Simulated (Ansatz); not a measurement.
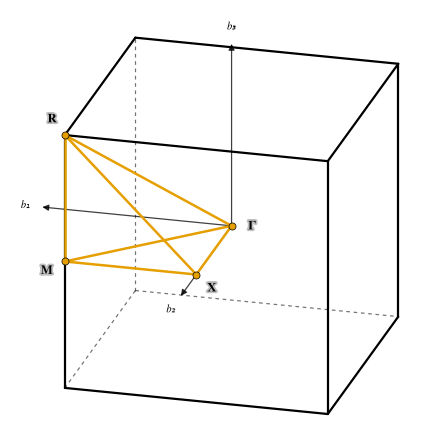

The figure shows the first Brillouin zone with its special points and a band path. Crystal: AlRu, a calculation's input that goes back to an entry of the Crystallography Open Database (an earlier step may have relaxed or displaced it). Symmetry computed with spglib at a tolerance of 0.002 Å; standard conventional cell.

Labels and path follow the convention of Hinuma et al. (2017), as computed by seekpath; the arrows show the directions of the reciprocal primitive vectors b₁, b₂, b₃.

**Name the Bravais lattice of the crystal.**

A simple cubic lattice (cP; extended symbol cP2). The zone is a cube: 6 faces (6 with 4 edges), 12 edges, 8 vertices.

**Write the standard path through the labelled points.**

Γ–X–M–Γ–R–X | R–M
